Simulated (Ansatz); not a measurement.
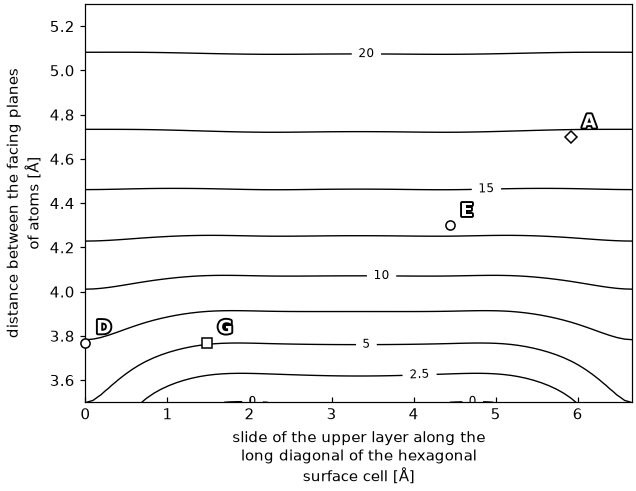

A bilayer of two Si sheets of the honeycomb type, the upper one turned by 180 degrees about the normal (4 atoms in the cell). 
- The upper layer of a bilayer is slid along a line and lifted, both layers rigid.
- The first coordinate is: slide of the upper layer along the long diagonal of the hexagonal surface cell, from Si4 above Si1; the second: distance between the facing planes of atoms.
- The scan uses a 9 × 6 grid; 30 points were computed and 24 follow by symmetry.
- Points are written as (first, second).
- Energies are in meV/Å², from the lowest grid point.
- Level of theory: DFT PBE+D3(BJ), scalar-relativistic, plane waves, PAW in Ansatz 0.2.0. Settings: cutoff 420 eV, k-mesh 9×9×1, gaussian smearing 0.1 eV, no spin polarisation.

The picture shows contour lines labelled in meV/Å², lettered points. Between grid points the surface is interpolated.

Is G the lowest point of the computed grid?

Answer. No. G lies 5.1 meV/Å² above the lowest grid point, which is at (2.22 Å, 3.50 Å).

Rank the lettered points by energy, lowest first.

Answer. G (5.1 meV/Å²), D (7.4 meV/Å²), E (13.1 meV/Å²), A (17.2 meV/Å²).

What kind of point is each of A, E, G: minimum, saddle, maximum or slope?

Answer. A: on a slope; E: on a slope; G: on a slope. (In these two coordinates alone; a stationary point may lie a little off the grid point.)

PAW datasets: the set soft_1.
